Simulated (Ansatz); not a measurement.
# Run report: Mg$_{26}$Zn$_{6}$O$_{32}$, single-point calculation (part 2 of 2)

The same run, continued: Mg$_{26}$Zn$_{6}$O$_{32}$ (P1, 64 atoms in the cell); DFT, HSE06, PAW, plane waves (Ansatz 0.2.0); cutoff 420 eV, 1×1×1 k-mesh, Fermi–Dirac smearing of 0.01 eV. The structure was built on a prototype by a generator; it need not be a known phase.

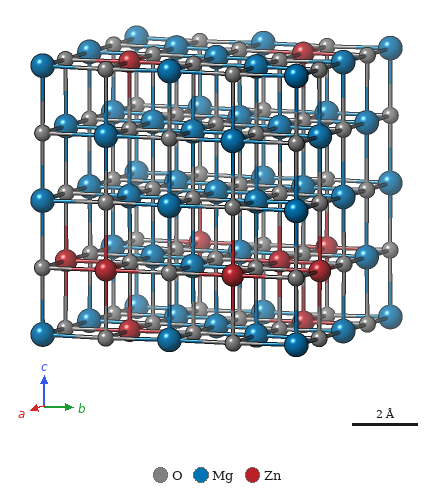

Figure 1. The structure (ball-and-stick view of the cell of the calculation, seen slightly off an axis).

```
hybrid outer 2: dexx = +5.104e-6 eV, tail = 1.19e-7 eV, Δε = 2.44e-3 eV (about 5.54e-5 eV left of the loop's levels), ΔF = 1.74e-3 eV/Å (tail 2.89e-4)
NSCF: frozen V_eff on 1 k-points
hybrid SCF converged: 2 outer / 13 inner (+3 warm-up), last move |dexx| = 5.10e-6 eV, tail = 1.19e-7 eV
Stability not checked: this state was not tested for a lower state beside it, because the functional holds exact exchange (a hybrid, or Hartree-Fock), whose exchange loop this test does not read (fock_operator; see scf.lower_state_search)
Free energy (F): -88171.360496 eV
Harris-Foulkes:  -88171.360496 eV  (|F-HF|=1.63e-8)
Internal energy: -88171.360496 eV  (E = F + TS)
E sigma→0 (E₀):  -88171.360496 eV
Fermi energy:    10.225201 eV
--- Per-component energies (eV) ---
  E_band       = -8586.825230
  E_kinetic    = 8523.212039
  E_local      = -52118.970635  (includes V_loc(G=0)·N_el)
  E_nonlocal   = 7703.752855
  E_hartree    = 18763.512947
  E_xc         = -3209.315228
  E_vxc        = -3495.126460  (∫ρ·V_xc dr)
  E_exx        = -2227.807930  (= α·E_x^exact, valence–valence)
  E_paw        = -22239.802644  (= ΣΔE_a)
  E_vpaw       = -2271.185945  (= ΣTr[D̂ρ^β])
  E_aug_tail   = 0.076915  (compensation charges beyond the density's cutoff)
  E_ewald      = -43368.102788
  E_core_change = 2.083976  (= ΣΔE_core)
  E_smearing   = -0.000000  (= −TS)
  E_closure    = -0.000002  (closes the sum)
  Σ components = -88171.360496   (vs F -88171.360496, Δ=0.00e0)
--- Forces (eV/Å), atoms counted from 1 ---
  atom   1  O     -0.01132522    -0.00719940    -0.00294829
  atom   2  O     -0.00635237     0.00218985    -0.00628888
  atom   3  O      0.00056325     0.00707839     0.01913471
  atom   4  O     -0.00560909    -0.00121574    -0.01231444
  atom   5  O      0.01730194    -0.01079096     0.00028205
  atom   6  O     -0.00190949    -0.01959884    -0.00986536
  atom   7  O     -0.00260557     0.00201856    -0.00202066
  atom   8  O      0.00604961     0.01288884    -0.00695755
  atom   9  O      0.01685372     0.00208781    -0.04401952
  atom  10  O     -0.00237439    -0.01363272     0.01738121
  atom  11  O     -0.00241688     0.02036098    -0.04322787
  atom  12  O     -0.02184329    -0.00682057     0.03297802
  atom  13  O      0.00920706     0.00445327    -0.01048375
  atom  14  O     -0.00419978    -0.00493500     0.01798170
  atom  15  O      0.02240832     0.00347307    -0.04292087
  atom  16  O      0.00042626    -0.00402306     0.01790297
  atom  17  O      0.03149516     0.00704481    -0.01334269
  atom  18  O      0.00932454     0.00122782     0.00641364
  atom  19  O      0.01226224    -0.01566497    -0.00745258
  atom  20  O      0.00161721    -0.00201055     0.00852022
  atom  21  O     -0.02420369     0.03793217    -0.00730742
  atom  22  O     -0.00976435     0.01005793     0.00857233
  atom  23  O      0.00293780    -0.01279197    -0.00048676
  atom  24  O     -0.00208156    -0.01057940     0.00923529
  atom  25  O      0.00914816    -0.00259382     0.01140524
  atom  26  O      0.01121937     0.00246897    -0.01918109
  atom  27  O      0.00977239    -0.01983780     0.03768306
  atom  28  O      0.00854223     0.00588359    -0.00203936
  atom  29  O     -0.06019232     0.03404393     0.03671541
  atom  30  O     -0.00309396     0.01704227    -0.00209558
  atom  31  O     -0.00973985    -0.02907960     0.02747862
  atom  32  O     -0.00075331    -0.00911030    -0.01896163
  atom  33  Mg     0.02092411    -0.00319698    -0.06740192
  atom  34  Mg     0.02286560    -0.00025677     0.06810131
  atom  35  Mg    -0.00111036    -0.00038146    -0.04658685
  atom  36  Mg    -0.00247340     0.00293471     0.04687592
  atom  37  Mg    -0.02056922     0.01999456    -0.03951319
  atom  38  Mg    -0.02287721     0.02310649     0.03948654
  atom  39  Mg     0.00247591    -0.02097581    -0.01664582
  atom  40  Mg     0.00218466    -0.02190404     0.01560060
  atom  41  Mg     0.01987594    -0.00211787    -0.01622875
  atom  42  Mg     0.02355509    -0.00262049     0.01764046
  atom  43  Mg     0.00059122     0.00130705     0.04401256
  atom  44  Mg    -0.02230010     0.02375113     0.03667558
  atom  45  Mg     0.00044478    -0.02081615    -0.07060542
  atom  46  Mg     0.00268976    -0.02305038     0.06937678
  atom  47  Mg     0.02689801     0.05063302     0.02019496
  atom  48  Mg    -0.00229713     0.02245264    -0.01968189
  atom  49  Mg     0.02738234    -0.04756097     0.01943399
  atom  50  Mg    -0.00187591    -0.02329289    -0.02064654
  atom  51  Mg     0.00273348    -0.02862308    -0.01880493
  atom  52  Mg    -0.03015921    -0.00639748     0.02163360
  atom  53  Mg     0.00208711     0.02716292    -0.02022800
  atom  54  Mg     0.02232776    -0.00199909    -0.01781287
  atom  55  Mg    -0.02878518     0.00264503    -0.01971238
  atom  56  Mg    -0.04264192     0.02220705     0.02049610
  atom  57  Mg    -0.02370284    -0.00160130    -0.02127727
  atom  58  Mg     0.02688691     0.00190744    -0.01878358
  atom  59  Zn    -0.00186446     0.00153537    -0.02808920
  atom  60  Zn    -0.01248279     0.01253642    -0.02063531
  atom  61  Zn    -0.01870986     0.00621773     0.01039828
  atom  62  Zn     0.02643150     0.01133554     0.01126085
  atom  63  Zn    -0.00033513    -0.01119586     0.01103094
  atom  64  Zn     0.00085339    -0.01381200     0.01112013
  max |Σ_I F_I| component: 4.55e-4 eV/Å
--- Band table (eV) ---
  k-point 0: bands = ["-69.6065", "-69.5932", "-69.5881", "-69.5856", "-69.5852", "-69.5827", "-69.5814", "-69.5789", "-69.5726", "-69.5676", ... 116 levels left out ..., "-10.2748", "-10.2587", "-10.2127", "-10.1484", "-10.1322", "-10.0725", "-10.0364", "-10.0283", "-10.0143", "-9.9816", "0.8537", "0.9819", "0.9935", "1.0501", "1.0861", "1.2065", "1.2891", "1.3224", "1.3306", "1.3896", "1.4008", "1.4417", "1.4833", "1.5530", "1.5589", "1.5960", "1.6339", "1.6697", "1.7041",
      "1.7339", "1.7638", "1.7720", "1.7966", "1.8017", "1.8291", "1.9064", "1.9313", "1.9505", "2.0213", "2.0681", "2.4346", "2.5163", "2.6099", "2.6147", "2.6268", "2.7670", "2.8868", "3.1233", "3.1777", "3.3658", "3.3799", "3.4647", "3.5190", "3.6337", "3.6812", "3.7120", "3.7378", "3.7730", "3.7880", "3.8217", "3.8581", "3.8890", "3.9201", "3.9807", "3.9930", "4.0070", "4.0329", "4.0517", "4.1535",
      "4.1728", "4.2348", "4.3145", "4.4384", "4.4751", "4.4955", "4.5627", "4.8022", "4.8573", "4.9081", "4.9377", "4.9855", "5.0065", "5.0154", "5.0346", "5.0512", "5.1300", "5.1621", "5.1993", "5.2269", "5.2384", "5.2616", "5.2835", "5.3051", "5.4290", "5.5101", "5.5302", "5.5440", "5.5581", "5.5687", "5.5867", "5.6096", "6.1561", "6.1961", "6.2103", "6.2312", "6.2548", "6.2635", "6.2688", "6.2919",
      "6.3047", "6.3152", "6.3279", "6.3327", "6.3661", "6.3854", "6.3881", "6.4128", "6.4203", "6.4276", "6.4328", "6.4529", "6.4641", "6.4646", "6.6986", "6.8361", "6.8954", "6.9047", "6.9794", "7.0357", "7.0398", "7.0477", "7.0529", "7.1086", "7.2306", "7.3074", "7.7028", "12.7476", "15.5223", "15.6211", "15.9694", "16.2437", "16.3410", "16.3548", "16.4133", "16.4963", "16.5227", "16.9029", "17.2585", "17.6618",
      "17.7858", "17.9762", "18.0445", "18.1337", "18.1703", "18.2245", "18.2701", "18.2775", "18.3549", "18.4036", "18.4159", "18.4511", "18.4668", "18.4743", "18.5138", "18.7707", "19.4362", "20.0337", "20.1898", "20.2304", "20.3298", "20.3667", "20.3747", "20.3993", "20.4575", "20.4787", "20.5409", "20.5685", "20.6099", "20.6439", "20.6495", "20.6808", "20.7163", "20.7457", "20.7784", "20.8045", "20.8157", "20.8330", "20.8426", "20.8562",
      "20.8731", "20.8834", "20.9170", "20.9585", "20.9675", "21.0205", "21.0425", "21.0720", "21.1198", "21.1602", "21.1718"]
--- Löwdin populations: 64 sites ---
  site symbol       q [e]
     0      O      7.3967
     1      O      7.4171
     2      O      7.3969
     3      O      7.4171
     4      O      7.3775
     5      O      7.3966
     6      O      7.3973
     7      O      7.4170
     8      O      7.3768
     9      O      7.3967
    10      O      7.3773
    11      O      7.3969
    12      O      7.3961
    13      O      7.4166
    14      O      7.3773
    15      O      7.3967
    16      O      7.3563
    17      O      7.4169
    18      O      7.3752
    19      O      7.4170
    20      O      7.3781
    21      O      7.4168
    22      O      7.3974
    23      O      7.4169
    24      O      7.3965
    25      O      7.4165
    26      O      7.3558
    27      O      7.3963
    28      O      7.3583
    29      O      7.3962
    30      O      7.3557
    31      O      7.4165
    32     Mg      8.4429
    33     Mg      8.4421
    34     Mg      8.4422
    35     Mg      8.4416
    36     Mg      8.4424
    37     Mg      8.4417
    38     Mg      8.4420
    39     Mg      8.4414
    40     Mg      8.4422
    41     Mg      8.4412
    42     Mg      8.4422
    43     Mg      8.4423
    44     Mg      8.4430
    45     Mg      8.4420
    46     Mg      8.4430
    47     Mg      8.4413
    48     Mg      8.4422
    49     Mg      8.4413
    50     Mg      8.4418
    51     Mg      8.4430
    52     Mg      8.4413
    53     Mg      8.4416
    54     Mg      8.4415
    55     Mg      8.4424
    56     Mg      8.4410
    57     Mg      8.4416
    58     Zn     10.5454
    59     Zn     10.5454
    60     Zn     10.5445
    61     Zn     10.5474
    62     Zn     10.5496
    63     Zn     10.5474
  spilling = 0.008802 (of n_electrons = 524.000000)
```

### Results in brief

```json
{"quantity": "outcome", "value": "converged"}
{"quantity": "space group (tolerance 0.01 Å)", "value": "P1 (1)"}
{"quantity": "electrons treated", "value": "524"}
{"quantity": "free energy", "value": "−88171.3605 eV"}
{"quantity": "Fermi energy", "value": "10.225 eV"}
{"quantity": "largest force (length of the vector)", "value": "0.078 eV/Å"}
{"quantity": "wall time", "value": "11 s (CPU time 38 s)"}
{"quantity": "peak memory", "value": "3.2 GiB"}
```

### Notes

The k-point mesh is coarse for a cell of this size, so the results may not be converged.
